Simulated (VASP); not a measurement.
PtTe₂: geometry relaxation (part 4 of 4)

The same run, continued: PtTe₂ (P-3m1, 3 atoms in the cell); Kohn-Sham DFT of a periodic cell, PBE with D3(BJ), VASP PAW PBE potentials, recommended, no spin polarisation (VASP 6.6.1); cutoff 250 eV, 9×9×6 k-mesh, Gaussian smearing of 0.02 eV. The structure derives from an entry of the Crystallography Open Database.

Geometry of the input (Å; fractional positions):
```
4.0100  0.0000  0.0000
-2.0050  3.4728  0.0000
0.0000  0.0000  5.2010
Te 0.3333  0.6667  0.2500
Te 0.6667  0.3333  0.7500
Pt 0.0000  0.0000  0.0000
```

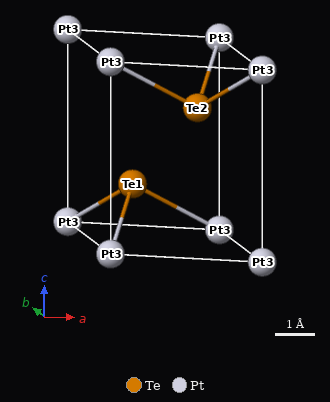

Fig. 1: The geometry at step 23 of the log (ball-and-stick view of the cell of the calculation, seen at an oblique angle; atoms are numbered from 1 in the order of the input).

**Trajectory as extended XYZ, continued**
```
3
Lattice="4.0480 0.0000 -0.0000 -2.0240 3.5057 -0.0000 -0.0000 -0.0000 5.0922" Properties=species:S:1:pos:R:3:forces:R:3 step=22 energy=-15.22659
Te    0.0000    2.3371    1.3577    0.0000   0.0000   0.0028
Te    2.0240    1.1686    3.7345    0.0000   0.0000  -0.0028
Pt    0.0000    0.0000    0.0000    0.0000   0.0000   0.0000
3
Lattice="4.0480 0.0000 -0.0000 -2.0240 3.5057 -0.0000 -0.0000 -0.0000 5.0925" Properties=species:S:1:pos:R:3:forces:R:3 step=23 energy=-15.22659
Te    0.0000    2.3371    1.3579    0.0000   0.0000   0.0019
Te    2.0240    1.1686    3.7347    0.0000   0.0000  -0.0019
Pt   -2.0240    3.5057    0.0000    0.0000   0.0000   0.0000
```

**Results in brief**

| quantity | value |
| --- | --- |
| outcome | converged |
| space group (tolerance 0.01 Å) | P-3m1 (164) |
| electrons treated | 22 |
| free energy | −15.2266 eV |
| dispersion energy | −1.7018 eV |
| Fermi energy | 8.902 eV |
| gap on the k-point mesh | none (metallic) |
| pressure | 0.00 GPa |
| final volume | 72.27 Å³ |
| largest force (length of the vector) at the end | 0.002 eV/Å |
| final cell | a = 4.048 Å, b = 4.048 Å, c = 5.093 Å, α = 90.00°, β = 90.00°, γ = 120.00° |
| wall time | 4.3 min |
| peak memory | 0.14 GiB |

**Remarks**

Spin–orbit coupling is left out, which matters for Pt.
